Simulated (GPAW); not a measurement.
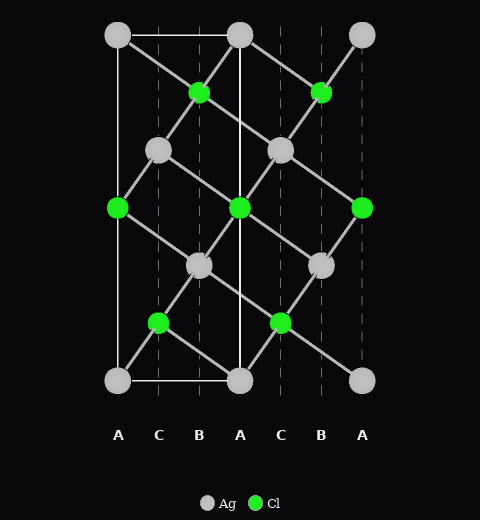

The picture looks along a close-packed row of the hexagonal mesh; [111] points upwards. The dashed lines mark the three columns A (0, 0), B (1/3, 2/3) and C (2/3, 1/3). The box is the hexagonal cell of the face-centred cubic lattice. The sequence starts with the first layer at or above the cell's origin.

System AgCl (space group Fm-3m, No. 225); source of the atomic positions: an entry of the Crystallography Open Database, as set up for an electronic-structure calculation.

### Give the sequence of layers in one repeat, with element and column.

Ag(A) – Cl(C) – Ag(B) – Cl(A) – Ag(C) – Cl(B) (six layers in 9.47 Å).

### How are the Cl layers alone stacked?

Cl layers alone: CAB, the cubic close-packed type.

### Which positions between or in the Cl layers do the other atoms fill?

Ag: three octahedral sites (per hexagonal cell).
